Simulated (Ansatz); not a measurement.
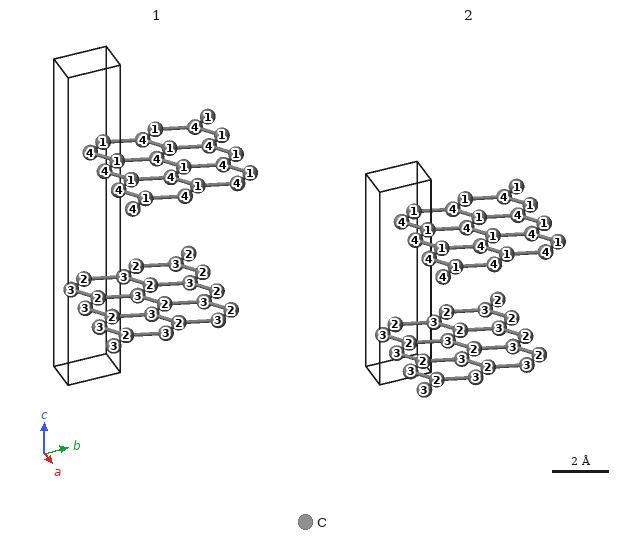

Two geometries of crystalline C (set up in Cmme), drawn at one scale. One is the start of a relaxation, the other its converged end. The picture is a ball-and-stick view of the cell of the calculation, repeated 4 × 3 × 1 with one cell outlined, seen slightly off an axis.

All numbers below come from DFT r2SCAN, scalar-relativistic, plane waves, PAW (Ansatz 0.2.0). (plane-wave cutoff 500 eV; k-point mesh 1 × 1 × 1; occupations gaussian; smearing width 0.1 eV; no spin polarisation; cell and atoms relaxed; force threshold 0.01 eV/Å; at most 60 steps)

### Which geometry has the lower energy?

Structure 1 is the relaxed one. Case: relaxed kmesh: [1, 1, 1] Gamma-centred. Over 17 accepted moves (23 points after the start) the energy falls by 93.1 meV per atom. Largest force component: 0.041 eV/Å at the start, 0.0006 eV/Å at the end. The pressure goes from 21.76 to −0.01 GPa. The line search rejected the trial steps at points 12, 13 of the run. At 4 points the geometry stayed and the basis and grid were re-selected for the new cell (energy shift of 4.8 meV per atom at most each time). The largest moves relative to the cell, 0.64 Å, are those of C1, C2, C3 and C4. C1 goes along −c. The volume changes by +66.5 %, with a = b 2.456 → 2.509 Å (+2.2 %), c 7.173 → 11.446 Å (+59.6 %). Some distances before and after: C1–C4 1.418 → 1.449 Å. The space group stays Cmme (No. 67).

Limits of the set-up: layers or molecules are held without a dispersion correction, so their spacing is unreliable.
